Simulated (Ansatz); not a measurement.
# HfN: what the fields show

Input file:

```
crystal:
  lattice:
    - [3.8929549954, 0.0, 0.0]
    - [0.0, 3.8929549954, 0.0]
    - [0.0, 0.0, 4.9183214469]
  atoms:
    - { symbol: Hf, position: [0.5, 0.0, 0.1740878165] }
    - { symbol: Hf, position: [0.0, 0.5, 0.8259121835] }
    - { symbol: "N", position: [0.0, 0.0, 0.0] }
    - { symbol: "N", position: [0.5, 0.5, 0.0] }
basis:
  ecutwfc: 420
  ecutrho_ratio: 4
kpoints:
  mp_grid: { grid: [10, 10, 8] }
hamiltonian:
  xc: pbe
scf:
  occupations: { method: gaussian, width: 0.05 }
output:
  forces: true
  stress: true
  eigenvalues: true
  write_density: true
  write_potential: true
  elf: true
  volumetric_format: npy
relax:
  f_tol: 0.01
  max_steps: 40
  cell: { stress_tol: 0.1, fix: [volume] }
```

Launched as:

```sh
ansatz run input.yaml --threads 2 --pin off --max-ram 2662MiB --backend cpu --events-out ev --progress --plain --runs-dir out
```

Below, planes, directions and counts refer to the conventional cell (a = 3.88 Å, b = 3.88 Å, c = 4.96 Å, α = 90.00°, β = 90.00°, γ = 90.00°).

The fields are those of the run's last geometry, not of the input's.

Space group P4/nmm; started from the PbO prototype, which need not be the ambient phase; changed on purpose from its base cell (volume × 1.040); computed pressure about −2 GPa in this cell.

Level of theory: Ansatz 0.2.0, DFT PBE, scalar-relativistic, plane waves, PAW.

Core electrons are frozen (PAW), and the valence fields are smoothed inside the atomic spheres.

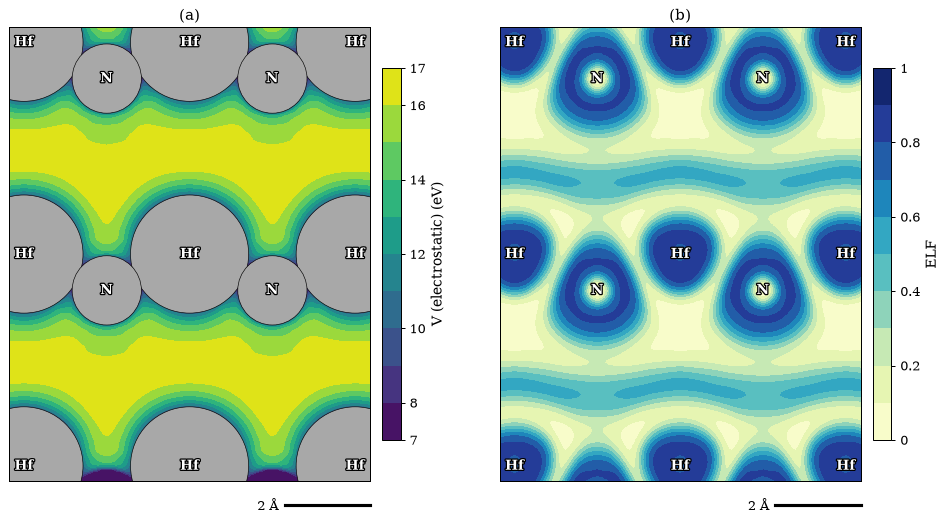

Figure 1. (a) electrostatic potential energy of an electron; (b) electron localisation function on the (010) plane of the conventional cell. Grey discs cover the atomic cores in the potential map.

### Read the bonding off the picture.

- Atoms in the plane: Hf and N.
- Hf–N (2.12 Å): the ELF peaks at about 0.85 in the valence shell of N, 0.6 Å from its nucleus, and is about 0.25 at the midpoint: no shared electron pair shows on this line.
- The features right at Hf lie inside the PAW spheres, where the map follows smoothed inner orbitals and isn't to be read closely.
- Outside the cores the potential energy rises away from the atoms and is highest about 2.5 Å from the nearest atoms; its zero is arbitrary.

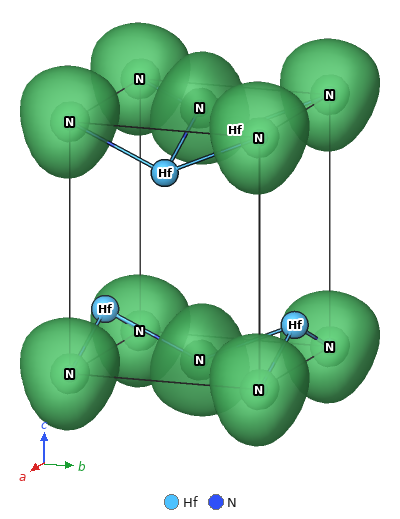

Figure 2. Isosurface of the ELF at 0.6 (green), seen slightly off an axis. Core shells and regions of very low density are left out. Sticks mark near contacts.

### Describe the localisation domains.

At this value the surface marks out two regions wrapped around N (the valence shell of each), counted in one cell of 4 atoms. Regions shared between cells count once.

### Does the calculation give a band gap?

It is gapless in this calculation (a metal or semimetal).
